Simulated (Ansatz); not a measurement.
# Phonons of KF (Carobbiite, Fm-3m) against volume

Aim: how the phonons of KF (Carobbiite, Fm-3m) shift with volume, and the thermal expansion that follows.

Program: Ansatz 0.2.0. Level of theory: DFT LDA, scalar-relativistic, plane waves, PAW; PAW set soft_1. Results are calculated unless marked as measured.

## (1) The structure

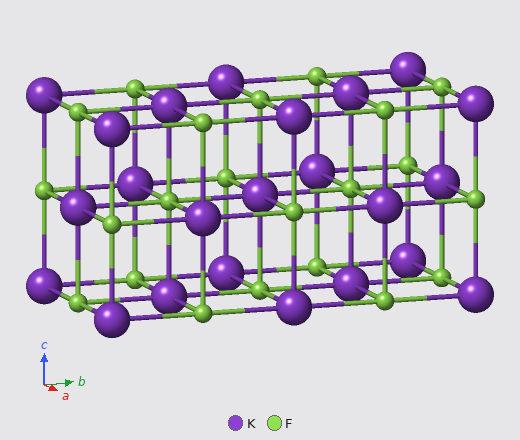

The cell as given, slightly off an axis (potassium purple, fluorine green). 1×2×1 cells are drawn. This picture shows the conventional cell, with its axes. Some periodic images of atoms are drawn too.

## (2) Phonons on a q mesh

The cell comes from relaxations at this level that are not shown. Stability and thermal properties need the whole zone. Linear response on a 4×4×4 q mesh gives force constants as far as a supercell of that size would, and the tensors from the zone-centre run are typed in so that the long-range dipole term is interpolated apart.

The input, input.yaml:

```yaml
crystal:
  lattice:
    - [0.0, 2.5810340228, 2.5810340228]
    - [2.5810340228, 0.0, 2.5810340228]
    - [2.5810340228, 2.5810340228, 0.0]
  atoms:
    - { symbol: K, position: [0.0, 0.0, 0.0] }
    - { symbol: F, position: [0.5, 0.5, 0.5] }
kpoints:
  mp_grid: { grid: [8, 8, 8] }
hamiltonian:
  xc: lda
  pseudopotentials: { kind: paw, azcp: { folder: soft_1 }, xc_functional: pbe }
scf:
  occupations: { method: fixed }
output:
  eigenvalues: true
phonons:
  method: dfpt
  qmesh: [4, 4, 4]
  temperatures: { t_max: 1000, t_step: 50 }
  qpath:
    path:
      - [[0.0, 0.0, 0.0], [0.5, 0.0, 0.5], [0.625, 0.25, 0.625]]
      - [[0.375, 0.375, 0.75], [0.0, 0.0, 0.0], [0.5, 0.5, 0.5], [0.5, 0.25, 0.75], [0.5, 0.0, 0.5]]
    npoints: 10
  non_analytic_term:
    high_frequency_dielectric_tensor: [[2.0972, 0.0, 0.0], [0.0, 2.0972, 0.0], [0.0, 0.0, 2.0972]]
    born_effective_charges:
      - { species: K, tensor: [[1.1497, 0.0, 0.0], [0.0, 1.1497, 0.0], [0.0, 0.0, 1.1497]] }
      - { species: F, tensor: [[-1.1497, 0.0, 0.0], [0.0, -1.1497, 0.0], [0.0, 0.0, -1.1497]] }
    source: "zone-centre run at this cell"
```

Started as:

```console
$ ansatz run input.yaml --threads 4 --pin off --max-ram 10240MiB --backend cpu --events-out ev --progress --plain --runs-dir out
```

Numbers of over 12 decimals in the logs are rounded to 6 here.

Output:

```text
Engine: ansatz 0.2.0, aarch64-unknown-linux-gnu
Pseudopotentials: kind: paw
Pseudopotential: K, paw, valence charge 9, recommended cutoff 420 eV (normal), soft_1/K.paw.azcp
Pseudopotential: F, paw, valence charge 7, recommended cutoff 420 eV (normal), soft_1/F.paw.azcp
Functional definition: SPW92
  exchange = slater_x
  correlation = pw_c
Crystal: 2 atoms, lattice volume = 34.388 Å³
Basis set: ecut = 420 eV, 645 PW (Γ), exchange–correlation on 50×50×50 points (8 copies of the dense FFT grid, shifted against one another)
Bands: 12, of which v1, the nominal top of the filled ones, is band 8 counted from 1 (7 counted from 0)
Symmetry: 48 space group operations
k-points: 29 of 512
Non-local potential: K, projectors of the file, l = 0: 3, l = 1: 2, l = 2: 2
Non-local potential: F, projectors of the file, l = 0: 2, l = 1: 2, l = 2: 1
PAW form: soft (Blöchl's): semilocal exchange-correlation on the pseudo side does not see the compensation charge
PAW frozen core: K, regenerated for the run's functional, and the local potential with it (the file was generated under x = pbe(κ = 0.804, μ = 0.219515), c = pbe(β = 0.066725))
PAW frozen core: F, regenerated for the run's functional, and the local potential with it (the file was generated under x = pbe(κ = 0.804, μ = 0.219515), c = pbe(β = 0.066725))
PAW one-centre angular grid: K, 110 points (default); XC on 64 Gauss nodes
PAW one-centre angular grid: F, 110 points (default); XC on 64 Gauss nodes
Initial density: superposition of atomic densities (chi_scale 0.1, normalization cell, long waves kept (reshape's long-wave potential 0.00 eV rms))
Initial wavefunctions: pseudopotential atomic-orbital guess
Functional: x = slater, c = lda
SCF iter   1: F=—  HF=-2296.118837 eV  |F-HF|=—  |Δ(HF+E_count)|=         —  Δρ=2.17e-1  dr2=1.38e1  ethr=3.10e-3  ⟨swp⟩=4.7  Hψ=1957  notcnv=0  defer=35
preconditioner: auto → none  [insulator: Δε(μ)=2.648 eV  Ē_g=16.091 eV  n_scr=8 (ndim 8)  ℏωp=23.7 eV  f_vac=0.000  ε∞_Penn≈3.2]
SCF iter   2: F=—  HF=-2294.977993 eV  |F-HF|=—  |Δ(HF+E_count)|=    1.14e0  Δρ=1.83e-1  dr2=7.08e0  ethr=3.10e-3  ⟨swp⟩=4.0  Hψ=1172  notcnv=0  defer=48
SCF iter   3: F=—  HF=-2292.803942 eV  |F-HF|=—  |Δ(HF+E_count)|=    2.17e0  Δρ=2.94e-2  dr2=2.14e-1  ethr=3.10e-3  ⟨swp⟩=3.0  Hψ=745  notcnv=0  defer=37
SCF iter   4: F=—  HF=-2292.790874 eV  |F-HF|=—  |Δ(HF+E_count)|=   1.31e-2  Δρ=1.29e-2  dr2=4.21e-2  ethr=1.34e-3  ⟨swp⟩=2.0  Hψ=846  notcnv=0  defer=54
SCF iter   5: F=—  HF=-2292.781871 eV  |F-HF|=—  |Δ(HF+E_count)|=   9.00e-3  Δρ=1.05e-3  dr2=3.03e-4  ethr=2.63e-4  ⟨swp⟩=2.2  Hψ=720  notcnv=0  defer=53
SCF iter   6: F=—  HF=-2292.782104 eV  |F-HF|=—  |Δ(HF+E_count)|=   2.34e-4  Δρ=1.90e-4  dr2=1.13e-5  ethr=1.89e-6  ⟨swp⟩=3.0  Hψ=592  notcnv=0  defer=56
SCF iter   7: F=—  HF=-2292.782110 eV  |F-HF|=—  |Δ(HF+E_count)|=   5.78e-6  Δρ=3.94e-5  dr2=5.06e-7  ethr=7.07e-8  ⟨swp⟩=2.3  Hψ=556  notcnv=0  defer=1
SCF iter   8: F=—  HF=-2292.782111 eV  |F-HF|=—  |Δ(HF+E_count)|=   1.38e-6  Δρ=1.03e-5  dr2=3.78e-8  ethr=3.16e-9  ⟨swp⟩=2.0  Hψ=403  notcnv=0
SCF iter   9: F=—  HF=-2292.782111 eV  |F-HF|=—  |Δ(HF+E_count)|=   1.02e-8  Δρ=1.88e-6  dr2=1.34e-9  ethr=2.36e-10  ⟨swp⟩=2.0  Hψ=430  notcnv=0
SCF iter  10: F=-2292.782111 eV  HF=-2292.782111 eV  |F-HF|=1.36e-12  |Δ(HF+E_count)|=  3.78e-10  Δρ=5.55e-8  dr2=1.20e-12  ethr=1.00e-12  ⟨swp⟩=5.1  Hψ=2147  notcnv=0
SCF 1 converged in 10 iterations: F = -2292.782111 eV  dr2 = 1.20e-12
  greatest PAW one-centre occupation: 0.985 electrons in one spin orbital (limit 2), on the K atom at site 0 (counted from 0), in its partial waves of l = 0
NSCF: frozen V_eff on 29 k-points
NSCF: frozen V_eff on 59 k-points
DFPT response loops at q = (0, 0, 0) (fractional): preconditioner auto → none (the input reference at scf.mixing.eps_inf says where Resta's filter doesn't serve); β = 0.50; Broyden in place of MSR1
NSCF: frozen V_eff on 576 k-points
DFPT response loops at q = (0, 0, 0.25) (fractional): mixed as the last ones told, above
NSCF: frozen V_eff on 300 k-points
DFPT response loops at q = (0, 0, -0.5) (fractional): mixed as the last ones told, above
NSCF: frozen V_eff on 328 k-points
DFPT response loops at q = (0, 0.25, 0.25) (fractional): mixed as the last ones told, above
NSCF: frozen V_eff on 1024 k-points
DFPT response loops at q = (0, 0.25, -0.5) (fractional): mixed as the last ones told, above
NSCF: frozen V_eff on 576 k-points
DFPT response loops at q = (0, 0.25, -0.25) (fractional): mixed as the last ones told, above
NSCF: frozen V_eff on 190 k-points
DFPT response loops at q = (0, -0.5, -0.5) (fractional): mixed as the last ones told, above
NSCF: frozen V_eff on 328 k-points
DFPT response loops at q = (0.25, -0.5, -0.25) (fractional): mixed as the last ones told, above
SCF converged after 10 iterations
Free energy (F): -2292.782111 eV
Harris-Foulkes:  -2292.782111 eV  (|F-HF|=1.36e-12)
Internal energy: -2292.782111 eV  (E = F + TS)
E sigma→0 (E₀):  -2292.782111 eV
Fermi energy:    1.768265 eV
--- Per-component energies (eV) ---
  E_band       = -115.120550
  E_kinetic    = 452.840934
  E_local      = -1061.984057  (includes V_loc(G=0)·N_el)
  E_nonlocal   = 104.796265
  E_hartree    = 378.565184
  E_xc         = -209.868469
  E_vxc        = -263.317826  (∫ρ·V_xc dr)
  E_paw        = -934.675634  (= ΣΔE_a)
  E_vpaw       = -104.586901  (= ΣTr[D̂ρ^β])
  E_aug_tail   = 0.000691  (compensation charges beyond the density's cutoff)
  E_ewald      = -1022.827777
  E_core_change = 0.370752  (= ΣΔE_core)
  E_smearing   = -0.000000  (= −TS)
  E_closure    = -0.000000  (closes the sum)
  Σ components = -2292.782111   (vs F -2292.782111, Δ=0.00e0)
--- Band table (eV; the first three rows and the last of 29) ---
  k-point 0: bands = [... 4 lower, -6.9833, 1.7683, 1.7683, 1.7683, 8.1343, 12.5657, 12.5657, 12.5657]
  k-point 1: bands = [... 4 lower, -6.9899, 1.5938, 1.6967, 1.6967, 8.6161, 12.2776, 12.8030, 12.8030]
  k-point 2: bands = [... 4 lower, -7.0056, 1.2297, 1.5294, 1.5294, 9.7769, 11.9279, 13.4001, 13.4001]
  k-point 28: bands = [... 4 lower, -7.0876, 1.2537, 1.6507, 1.6507, 11.5638, 11.5638, 13.4317, 15.7531]
--- Phonons (Γ-DFPT): 2 representative perturbations + reference (Σ response iterations 6) ---
  ASR residual: 4.455e-5 → 0.000e0 eV/Å²; symmetrization residual: 7.903e-7 eV/Å²
  ASR residual per site (eV/Å²): 1.68e-5 4.46e-5
  Γ frequencies (cm⁻¹): 0.00 0.00 0.00 210.68 210.68 210.68
--- Phonons (arbitrary-q DFPT): 8 irreducible q on the 4×4×4 mesh ---
  q = [0.0000, 0.0000, 0.0000] (star 1, of the zone-centre solve; hermiticity 7.57e-7, symmetrization 4.63e-13): -0.00 0.00 0.00 210.68 210.68 210.68
  q = [0.0000, 0.0000, 0.2500] (star 8, 2 solved perturbations on 288 of 512 k-point pairs; hermiticity 3.01e-7, symmetrization 2.12e-13): 86.17 86.17 127.30 204.53 204.53 317.90
  q = [0.0000, 0.0000, -0.5000] (star 4, 2 solved perturbations on 150 of 512 k-point pairs; hermiticity 1.62e-13, symmetrization 1.62e-13): 129.09 129.09 193.41 193.41 210.05 275.09
  q = [0.0000, 0.2500, 0.2500] (star 6, 4 solved perturbations in 528 linear systems a pass and spin channel, the states on 164 of 512 k-point pairs; hermiticity 3.07e-7, symmetrization 1.19e-13): 62.72 62.72 160.94 214.81 214.81 277.60
  q = [0.0000, 0.2500, -0.5000] (star 24, 4 solved perturbations in 1600 linear systems a pass and spin channel, the states on 512 of 512 k-point pairs; hermiticity 3.56e-7, symmetrization 1.26e-13): 107.28 139.33 168.21 207.52 215.73 248.33
  q = [0.0000, 0.2500, -0.2500] (star 12, 4 solved perturbations in 904 linear systems a pass and spin channel, the states on 288 of 512 k-point pairs; hermiticity 2.45e-7, symmetrization 1.60e-13): 106.25 129.02 179.05 192.64 219.63 267.68
  q = [0.0000, -0.5000, -0.5000] (star 3, 4 solved perturbations in 308 linear systems a pass and spin channel, the states on 95 of 512 k-point pairs; hermiticity 5.99e-7, symmetrization 3.54e-13): 87.07 87.07 170.04 217.91 217.91 227.94
  q = [0.2500, -0.5000, -0.2500] (star 6, 4 solved perturbations in 502 linear systems a pass and spin channel, the states on 164 of 512 k-point pairs; hermiticity 4.04e-7, symmetrization 1.42e-13): 135.68 135.68 151.58 214.70 223.40 223.40
  sum rule: each row above includes the acoustic sum rule's correction from the zone centre's row sums; it moved no ω² by more than (0.80 cm⁻¹)²
  mesh force constants: q→R imaginary residual 3.98e-18; ASR residual 4.455e-5 → 0.000e0 eV/Å²; symmetrization residual 3.553e-15 eV/Å²
  interpolated dispersion: 63 rows × 6 modes
  density of states and harmonic sums: on the 24×24×24 q-mesh, interpolated from the force constants of a 4×4×4 supercell (with the dipole–dipole term of supplied tensors)
  largest difference from the sums on the solved wave vectors: F 1.16e-2 eV, S 1.56e-5 and C_V 4.00e-6 eV/K
  zero-point energy: 0.066138 eV/cell   skipped modes (ω ≤ 0): 3   left out of the sums: 3.62e-5 of the cell's modes: C_V's classical limit lies that fraction below 3 k_B per atom; for a crystal, a wire or a layer, F and S can be off by more, and a phonons.interpolated_qmesh denser along its periods is the remedy for the sampling
```

The job ended after 34 s (4 threads of Arm Neoverse V2, shared host; peak memory 0.77 GiB; 2.2 min of CPU time).

In the SCF lines HF is the Harris–Foulkes energy and dr2 the Hartree energy of the density residual, in eV; the loop may stop once dr2 is under the threshold and the program's other checks hold. Hψ counts applications of the Hamiltonian.

This step gave:

| Quantity | Value |
| --- | --- |
| gap on the k-mesh | 6.366 eV |
| volume per atom | 17.19 Å³ |
| sum-rule residual before enforcement | 4.46e-5 eV/Å² |
| lowest frequency on the path | 0 cm⁻¹ |
| point group | m-3m |
| highest frequency on the path or at a solved wavevector | 339 cm⁻¹ |
| mean frequency | 177.8 cm⁻¹ |
| Debye temperature (second moment) | 349 K |
| logarithmic mean frequency | 166.1 cm⁻¹ |
| highest optical mode at the zone centre (no LO-TO term) | 210.7 cm⁻¹ |
| lowest optical zone-centre mode | 210.7 cm⁻¹ |
| lowest mode on the q mesh (acoustic modes at Γ apart) | 62.72 cm⁻¹ |
| zero-point energy per atom | 33.07 meV |
| heat capacity at 300 K | 23.35 J/(mol atoms K) |
| vibrational entropy at 300 K | 31.44 J/(mol atoms K) |

Frequencies (cm⁻¹) solved at each irreducible wavevector; negative means imaginary. Frequencies by wavevector, by row:

```
q in reciprocal lattice units  star  mode 1  mode 2  mode 3  mode 4  mode 5  mode 6
                        0 0 0     1       0       0       0   210.7   210.7   210.7
                     0 0 0.25     8    86.2    86.2   127.3   204.5   204.5   317.9
                     0 0 -0.5     4   129.1   129.1   193.4   193.4   210.1   275.1
                  0 0.25 0.25     6    62.7    62.7   160.9   214.8   214.8   277.6
                  0 0.25 -0.5    24   107.3   139.3   168.2   207.5   215.7   248.3
                 0 0.25 -0.25    12   106.2     129   179.1   192.6   219.6   267.7
                  0 -0.5 -0.5     3    87.1    87.1     170   217.9   217.9   227.9
              0.25 -0.5 -0.25     6   135.7   135.7   151.6   214.7   223.4   223.4
```

Symmetry leaves 8 wavevectors to solve. The lowest mode among them, the acoustic zeros apart, lies at q = (0, 0.25, 0.25) and is real, 62.7 cm⁻¹.

## (3) Relaxing at another volume, volume ratio 0.97

The volume is scaled by 0.97 and held; symmetry leaves nothing to relax, so this is a single point. The modes can then be followed against volume.

input.yaml, the sections that differ from step 2:

```yaml
crystal:
  lattice:
    - [0.0, 2.5549611895, 2.5549611895]
    - [2.5549611895, 0.0, 2.5549611895]
    - [2.5549611895, 2.5549611895, 0.0]
  atoms:
    - { symbol: K, position: [0.0, 0.0, 0.0] }
    - { symbol: F, position: [0.5, 0.5, 0.5] }
output:
  forces: true
  stress: true
  eigenvalues: true
# kpoints, hamiltonian, scf: as in step 2
# phonons: removed
```

Output:

```text
[...]
Crystal: 2 atoms, lattice volume = 33.357 Å³
Basis set: ecut = 420 eV, 645 PW (Γ)
Bands: 12, of which v1, the nominal top of the filled ones, is band 8 counted from 1 (7 counted from 0)
Symmetry: 48 space group operations
[...]
k-points: 29 of 512
[...]
--- Band table (eV; the first three rows and the last of 29) ---
  k-point 0: bands = [... 4 lower, -6.6361, 2.0154, 2.0154, 2.0154, 8.5610, 12.8867, 12.8867, 12.8867]
  k-point 1: bands = [... 4 lower, -6.6429, 1.8339, 1.9387, 1.9387, 9.0550, 12.5974, 13.1317, 13.1317]
  k-point 2: bands = [... 4 lower, -6.6589, 1.4548, 1.7586, 1.7586, 10.2336, 12.2648, 13.7504, 13.7504]
  k-point 28: bands = [... 4 lower, -6.7430, 1.4715, 1.9184, 1.9184, 11.9079, 11.9079, 13.8596, 16.2230]
[key lines of the parts left out:]
SCF converged after 8 iterations
Free energy (F): -2292.777606 eV
Fermi energy:    2.015382 eV
P = ⅓ Tr σ = 1.4390 GPa (14.390 kbar)
```

The job ended after 0.33 s (4 threads; peak memory 0.26 GiB; 0.84 s of CPU time).

This step gave:

```yaml
pressure: 1.439 GPa
gap_on_the_k_mesh: 6.546 eV
volume_per_atom: 16.68 Å³
direct_gap_on_mesh: 6.546 eV
```

At this level the gap is 6.55 eV on the k-mesh of the self-consistent run, which can miss the band edges.

(Part 1 of 2 ends here.)

[Logs are printed without paths, hosts, clocks, repeated set-up lines and the standing remarks that a program may print on its own settings, such as how far it seeks lower states.]

[Hosts, paths, dates, database ids (printed as entryN), source tags and the programs' standing remarks are cut or masked in the printed files.]
